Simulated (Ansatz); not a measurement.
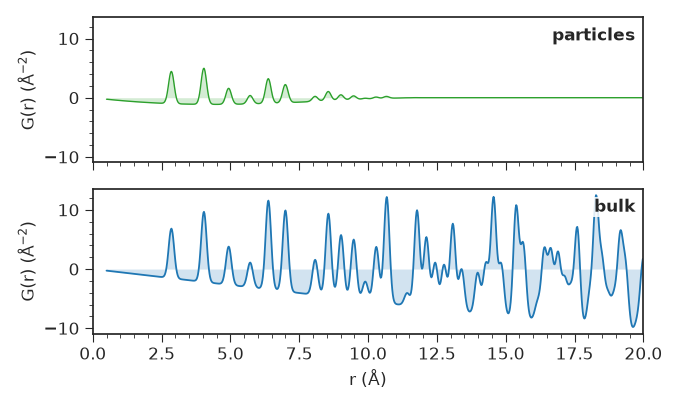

Simulated X-ray pair distribution function, G(r) = R(r)/r − 4πρ₀r, summed over the atomic distances of the structure with each pair weighted by the product of the atomic numbers (X-ray weights at Q = 0); every distance is a Gaussian of σ = 0.10 Å, for spherical particles of Se with the bulk structure: the bulk G(r) is multiplied by the envelope of a sphere of diameter D, 1 − 3r/2D + r³/2D³, with no surface relaxation. The number density is 0.043 atoms per Å³. Structure used: the geometry relaxed with Ansatz 0.2.0, DFT, RPBE, plane waves (420 eV) with PAW, scalar-relativistic; the starting structure was generated, so it need not be a known form of this composition.

### Estimate the particle diameter.

About 12 Å (1.2 nm): the signal is half of the bulk amplitude at r ≈ 4.2 Å and vanishes at r = D, fading from view somewhat earlier.

### Roughly how many atoms does one particle hold?

About 39 (number density 0.043 Å⁻³ times πD³/6).
